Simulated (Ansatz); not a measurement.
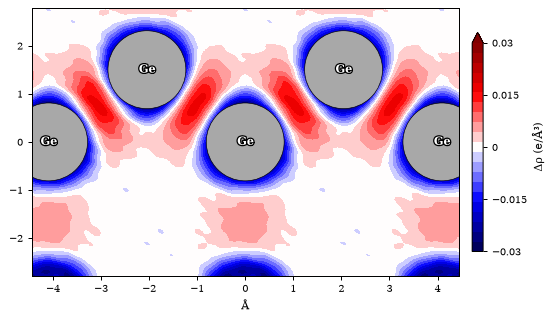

Ge. Difference of the valence pseudo-densities of two functionals at the same geometry, on the (101̄) plane of the calculation cell: r2SCAN0 less LDA.

Space group P-3m1; a generated structure, not necessarily the stable one.

Both computed with Ansatz (plane waves, PAW), on the same k-point mesh. Grey discs cover the atomic cores.

```
Ge
1.0
     4.09041    0.00000    0.00000
    -2.04520    3.54240    0.00000
     0.00000    0.00000    3.32658
Ge
2
Direct
  0.66667 0.33333 0.14086
  0.33333 0.66667 0.85914
```

Question: Where does the change of functional move the electrons?

Answer: Against LDA, r2SCAN0 gives less density around Ge (−0.009 e/Å³ on average at 1.0 Å from the nucleus) and a change of +0.017 e/Å³ at the midpoint of Ge–Ge.
